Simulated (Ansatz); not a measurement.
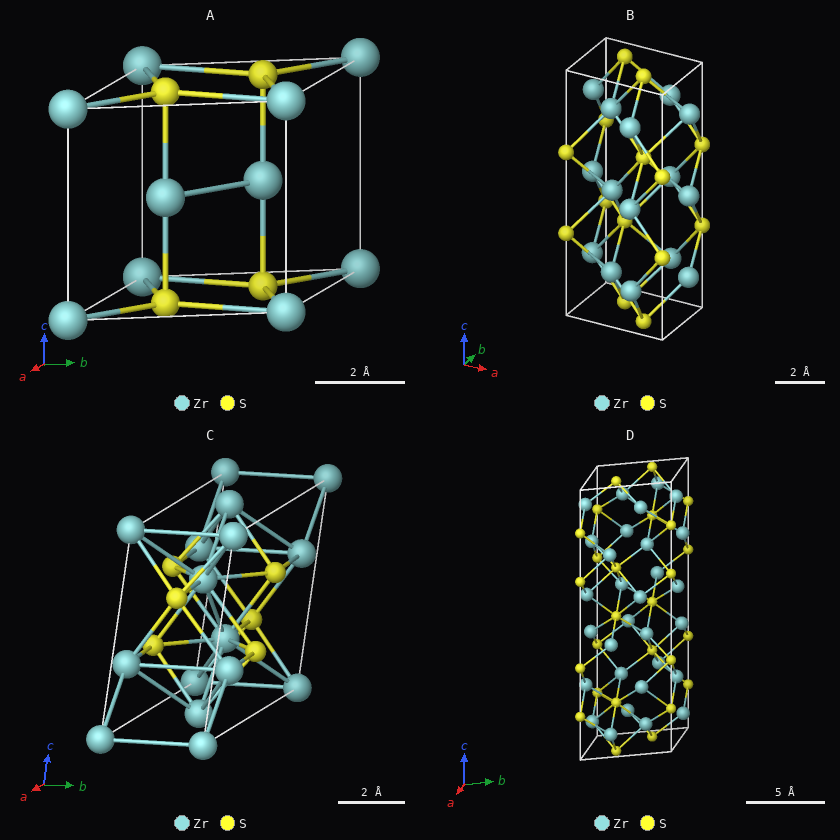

Four structures of Zr3S2, each relaxed to rest (conventional cells in solid outline, small ones repeated, each panel with its own scale). Method: DFT PBE, scalar-relativistic, plane waves, PAW in Ansatz 0.2.0, without spin polarisation.

> Name the structure in each panel.

A: 5 atoms a cell on a primitive hexagonal lattice, P6/mmm; B: 15 atoms a cell on a rhombohedral (trigonal R) lattice, R32; C: 10 atoms a cell on a base-centred monoclinic lattice, C2/m; D: 30 atoms a cell on a rhombohedral (trigonal R) lattice, R-3c.

> Which of these is lowest in energy, and how far above it do the others lie?

D, then B (+106 meV/atom), C (+131 meV/atom) and A (+679 meV/atom), energies at zero smearing.

> Collect the results in a table.

| panel | structure | E − E(lowest) (meV/atom) | volume (Å³/atom) | gap (eV) |
| --- | --- | --- | --- | --- |
| D | R-3c | 0 | 19.8 | metal |
| B | R32 | 106 | 20.2 | metal |
| C | C2/m | 131 | 19.0 | metal |
| A | P6/mmm | 679 | 21.0 | metal |

Some of these may be structure types tried for this composition rather than known phases, and the most stable form need not be among them. Gaps are taken on the k-mesh or band path of each run.
